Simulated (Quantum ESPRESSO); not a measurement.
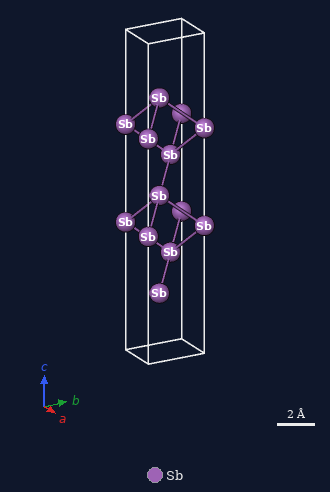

*The structure as given in the input (ball-and-stick view of the cell of the calculation, with the vacuum cut short, seen slightly off an axis). An atom can appear more than once, as a periodic image.*

Workfunction calculation of Sb (part 1 of 2)

System: Sb (slab, 7 atoms in the cell).
Method: Kohn-Sham DFT of a periodic cell, PBE, PseudoDojo 0.4.1 SR PBE standard, no spin polarisation (Quantum ESPRESSO 7.5).

The structure derives from an entry of the Crystallography Open Database.

## The input
```
&CONTROL
  calculation = 'scf'
  prefix = 'pwscf'
  outdir = './tmp'
  pseudo_dir = './pseudo'
  tprnfor = .true.
  disk_io = 'low'
/
&SYSTEM
  ibrav = 0
  celldm(1) = 8
  nat = 7
  ntyp = 1
  ecutwfc = 80
  nbnd = 67
  occupations = 'smearing'
  smearing = 'fd'
  degauss = 0.00367493
/
&ELECTRONS
  conv_thr = 7d-09
  electron_maxstep = 150
  mixing_beta = 0.3
  mixing_mode = 'local-TF'
/
ATOMIC_SPECIES
Sb   121.7600 Sb.upf
CELL_PARAMETERS alat
  1.0556281442735   0.0000000000000   0.0000000000000
 -0.5278140721368   0.9142007898907  -0.0000000000000
  0.0000000000000   0.0000000000000   6.1289867952646
ATOMIC_POSITIONS crystal
Sb     0.6666666667    0.3333333333    0.2890556467
Sb     0.3333333333    0.6666666667    0.3593704311
Sb     0.0000000000    0.0000000000    0.4296852156
Sb     0.6666666667    0.3333333333    0.5000000000
Sb     0.3333333333    0.6666666667    0.5703147844
Sb     0.0000000000    0.0000000000    0.6406295689
Sb     0.6666666667    0.3333333333    0.7109443533
K_POINTS automatic
7 7 1 0 0 0
```

## File pp_density.in
```
&INPUTPP
  prefix = 'pwscf'
  outdir = './tmp'
  filplot = 'density.dat'
  plot_num = 0
/
&PLOT
  nfile = 1
  filepp(1) = 'density.dat'
  iflag = 3
  output_format = 6
  fileout = 'density.cube'
/
```

## File pp_potential.in
```
&INPUTPP
  prefix = 'pwscf'
  outdir = './tmp'
  filplot = 'potential.dat'
  plot_num = 11
/
&PLOT
  nfile = 1
  filepp(1) = 'potential.dat'
  iflag = 3
  output_format = 6
  fileout = 'potential.cube'
/
```

## File pp_elf.in
```
&INPUTPP
  prefix = 'pwscf'
  outdir = './tmp'
  filplot = 'elf.dat'
  plot_num = 8
/
&PLOT
  nfile = 1
  filepp(1) = 'elf.dat'
  iflag = 3
  output_format = 6
  fileout = 'elf.cube'
/
```

Run on 1 thread of Arm Neoverse V2, 24 GiB of memory available, shared host.

Launched with:
```bash
OMP_NUM_THREADS=1 pw.x -in pw.in > pw.out
OMP_NUM_THREADS=1 pp.x -in pp_density.in > pp_density.out
OMP_NUM_THREADS=1 pp.x -in pp_potential.in > pp_potential.out
OMP_NUM_THREADS=1 pp.x -in pp_elf.in > pp_elf.out
```

## The program's output
```
This program is part of the open-source Quantum ESPRESSO suite
     for quantum simulation of materials; please cite
         "P. Giannozzi et al., J. Phys.:Condens. Matter 21 395502 (2009);
         "P. Giannozzi et al., J. Phys.:Condens. Matter 29 465901 (2017);
         "P. Giannozzi et al., J. Chem. Phys. 152 154105 (2020);
          URL
     in publications or presentations arising from this work. More details at

     Message from routine setup:
     using ibrav=0 with symmetry is DISCOURAGED, use correct ibrav instead

     G-vector sticks info
     --------------------
     sticks:   dense  smooth     PW     G-vecs:    dense   smooth      PW
     Sum        1573    1573    433               292671   292671   42459

     Using Slab Decomposition

     bravais-lattice index     =            0
     lattice parameter (alat)  =       8.0000  a.u.
     unit-cell volume          =    3028.3858 (a.u.)^3
     number of atoms/cell      =            7
     number of atomic types    =            1
     number of electrons       =       105.00
     number of Kohn-Sham states=           67
     kinetic-energy cutoff     =      80.0000  Ry
     charge density cutoff     =     320.0000  Ry
     scf convergence threshold =      7.0E-09
     mixing beta               =       0.3000
     number of iterations used =            8  local-TF  mixing
     Exchange-correlation= PBE
                           (   1   4   3   4   0   0   0)

     celldm(1)=   8.000000  celldm(2)=   0.000000  celldm(3)=   0.000000
     celldm(4)=   0.000000  celldm(5)=   0.000000  celldm(6)=   0.000000

     crystal axes: (cart. coord. in units of alat)
               a(1) = (   1.055628   0.000000   0.000000 )
               a(2) = (  -0.527814   0.914201  -0.000000 )
               a(3) = (   0.000000   0.000000   6.128987 )

     reciprocal axes: (cart. coord. in units 2 pi/alat)
               b(1) = (  0.947303  0.546926 -0.000000 )
               b(2) = (  0.000000  1.093852  0.000000 )
               b(3) = ( -0.000000  0.000000  0.163159 )

     PseudoPot. # 1 for Sb read from file:
     Sb.upf
     Pseudo is Norm-conserving + core correction, Zval = 15.0
     Generated using ONCVPSP code by D. R. Hamann
     Using radial grid of 1434 points,  6 beta functions with:
                l(1) =   0
                l(2) =   0
                l(3) =   1
                l(4) =   1
                l(5) =   2
                l(6) =   2

     atomic species   valence    mass     pseudopotential
     Sb               15.00   121.76000     Sb( 1.00)

     12 Sym. Ops., with inversion, found ( 6 have fractional translation)

   Cartesian axes

     site n.     atom                  positions (alat units)
         1        Sb     tau(   1) = (   0.5278141   0.3047336   1.7716182  )
         2        Sb     tau(   2) = (  -0.0000000   0.6094672   2.2025766  )
         3        Sb     tau(   3) = (   0.0000000   0.0000000   2.6335350  )
         4        Sb     tau(   4) = (   0.5278141   0.3047336   3.0644934  )
         5        Sb     tau(   5) = (  -0.0000000   0.6094672   3.4954518  )
         6        Sb     tau(   6) = (   0.0000000   0.0000000   3.9264102  )
         7        Sb     tau(   7) = (   0.5278141   0.3047336   4.3573686  )

     number of k points=     8  Fermi-Dirac smearing, width (Ry)=  0.0037
                       cart. coord. in units 2pi/alat
        k(    1) = (   0.0000000   0.0000000   0.0000000), wk =   0.0408163
        k(    2) = (   0.0000000   0.1562645   0.0000000), wk =   0.2448980
        k(    3) = (   0.0000000   0.3125290   0.0000000), wk =   0.2448980
        k(    4) = (   0.0000000   0.4687935   0.0000000), wk =   0.2448980
        k(    5) = (   0.1353290   0.2343968   0.0000000), wk =   0.2448980
        k(    6) = (   0.1353290   0.3906613   0.0000000), wk =   0.4897959
        k(    7) = (   0.1353290   0.5469258   0.0000000), wk =   0.2448980
        k(    8) = (   0.2706581   0.4687935   0.0000000), wk =   0.2448980

     Dense  grid:   292671 G-vectors     FFT dimensions: (  54,  54, 288)

     Initial potential from superposition of free atoms

     starting charge     104.9961, renormalised to     105.0000

     negative rho (up, down):  1.456E-05 0.000E+00
     Starting wfcs are   63 randomized atomic wfcs +    4 random wfcs

     Self-consistent Calculation

     iteration #  1     ecut=    80.00 Ry     beta= 0.30
     Davidson diagonalization with overlap
     ethr =  1.00E-02,  avg # of iterations =  5.6

     Threshold (ethr) on eigenvalues was too large:
     Diagonalizing with lowered threshold

     Davidson diagonalization with overlap
     ethr =  2.76E-05,  avg # of iterations = 14.0

     total energy              =   -1273.23274534 Ry
     estimated scf accuracy    <       0.03073039 Ry

     iteration #  2     ecut=    80.00 Ry     beta= 0.30
     Davidson diagonalization with overlap
     ethr =  2.93E-05,  avg # of iterations =  1.2

     total energy              =   -1273.23050858 Ry
     estimated scf accuracy    <       0.01978459 Ry

     iteration #  3     ecut=    80.00 Ry     beta= 0.30
     Davidson diagonalization with overlap
     ethr =  1.88E-05,  avg # of iterations =  7.1

     total energy              =   -1273.23180067 Ry
     estimated scf accuracy    <       0.00067707 Ry

     iteration #  4     ecut=    80.00 Ry     beta= 0.30
     Davidson diagonalization with overlap
     ethr =  6.45E-07,  avg # of iterations =  9.4

     total energy              =   -1273.23196474 Ry
     estimated scf accuracy    <       0.00041648 Ry

     iteration #  5     ecut=    80.00 Ry     beta= 0.30
     Davidson diagonalization with overlap
     ethr =  3.97E-07,  avg # of iterations =  1.0

     total energy              =   -1273.23184959 Ry
     estimated scf accuracy    <       0.00036674 Ry

     iteration #  6     ecut=    80.00 Ry     beta= 0.30
     Davidson diagonalization with overlap
     ethr =  3.49E-07,  avg # of iterations =  9.5

     total energy              =   -1273.23187234 Ry
     estimated scf accuracy    <       0.00007037 Ry

     iteration #  7     ecut=    80.00 Ry     beta= 0.30
     Davidson diagonalization with overlap
     ethr =  6.70E-08,  avg # of iterations =  2.0

     total energy              =   -1273.23188563 Ry
     estimated scf accuracy    <       0.00004519 Ry

     iteration #  8     ecut=    80.00 Ry     beta= 0.30
     Davidson diagonalization with overlap
     ethr =  4.30E-08,  avg # of iterations =  2.4

     total energy              =   -1273.23190096 Ry
     estimated scf accuracy    <       0.00000723 Ry

     iteration #  9     ecut=    80.00 Ry     beta= 0.30
     Davidson diagonalization with overlap
     ethr =  6.89E-09,  avg # of iterations =  4.5

     total energy              =   -1273.23191805 Ry
     estimated scf accuracy    <       0.00000362 Ry

     iteration # 10     ecut=    80.00 Ry     beta= 0.30
     Davidson diagonalization with overlap
     ethr =  3.45E-09,  avg # of iterations =  8.9

     negative rho (up, down):  6.879E-07 0.000E+00

     total energy              =   -1273.23191911 Ry
     estimated scf accuracy    <       0.00000038 Ry

     iteration # 11     ecut=    80.00 Ry     beta= 0.30
     Davidson diagonalization with overlap
     ethr =  3.65E-10,  avg # of iterations =  4.9

     negative rho (up, down):  6.289E-06 0.000E+00

     total energy              =   -1273.23191939 Ry
     estimated scf accuracy    <       0.00000008 Ry

     iteration # 12     ecut=    80.00 Ry     beta= 0.30
     Davidson diagonalization with overlap
     ethr =  7.79E-11,  avg # of iterations =  4.4

     End of self-consistent calculation

          k = 0.0000 0.0000 0.0000 ( 36439 PWs)   bands (ev):

   -26.7630 -26.7630 -26.7154 -26.7154 -26.7132 -26.7130 -26.7130 -26.6842
   -26.6842 -26.6784 -26.6784 -26.6734 -26.6719 -26.6719 -26.6706 -26.6407
   -26.6407 -26.6333 -26.6333 -26.6227 -26.6160 -26.6094 -26.6094 -26.5788
   -26.5788 -26.5015 -26.5015 -26.5014 -26.5014 -26.4648 -26.4648 -26.4648
   -26.4648 -26.4647 -26.4647  -9.3988  -8.8373  -7.9709  -6.8502  -5.5335
    -4.1469  -2.9750   0.9467   0.9467   1.0890   1.1917   1.1917   1.5229
     1.6340   1.6340   1.9562   2.2924   2.2924   2.4412   3.0666   3.1764
     3.1764   3.9254   4.2143   4.2143   4.9162   5.1364   5.1364   6.4642
     6.6287   7.4697   7.7757

          k = 0.0000 0.1563 0.0000 ( 36489 PWs)   bands (ev):

   -26.7621 -26.7554 -26.7152 -26.7144 -26.7110 -26.7099 -26.7094 -26.6841
   -26.6830 -26.6781 -26.6761 -26.6727 -26.6714 -26.6709 -26.6695 -26.6417
   -26.6407 -26.6358 -26.6348 -26.6226 -26.6175 -26.6125 -26.6097 -26.5856
   -26.5792 -26.5022 -26.5021 -26.5015 -26.5014 -26.4670 -26.4669 -26.4650
   -26.4649 -26.4648 -26.4648  -9.2160  -8.6636  -7.8175  -6.7380  -5.5088
    -4.3058  -3.4545  -0.2723   0.3725   0.4012   0.5342   0.8709   1.0095
     1.2785   1.5879   1.8125   2.3781   2.4331   2.8793   3.2786   3.4006
     3.8994   4.3283   4.4628   4.7728   5.2930   5.4005   5.6577   6.5910
     6.6684   6.9763   7.5305

          k = 0.0000 0.3125 0.0000 ( 36571 PWs)   bands (ev):

   -26.7602 -26.7357 -26.7156 -26.7138 -26.7056 -26.7037 -26.6956 -26.6837
   -26.6804 -26.6779 -26.6726 -26.6700 -26.6676 -26.6671 -26.6662 -26.6450
   -26.6425 -26.6418 -26.6394 -26.6237 -26.6223 -26.6185 -26.6104 -26.6043
   -26.5800 -26.5040 -26.5040 -26.5014 -26.5013 -26.4718 -26.4718 -26.4655
   -26.4654 -26.4647 -26.4647  -8.6781  -8.1618  -7.3989  -6.4940  -5.6116
    -4.8951  -4.4371  -1.5973  -0.6756  -0.2821  -0.1700   0.3170   0.4897
     0.6624   1.2286   1.3388   1.9749   2.3690   2.7660   3.5408   3.6705
     4.1987   4.8139   4.9762   5.6952   5.8680   5.9883   6.0532   6.8665
     7.0332   7.4123   7.6332

          k = 0.0000 0.4688 0.0000 ( 36614 PWs)   bands (ev):
```
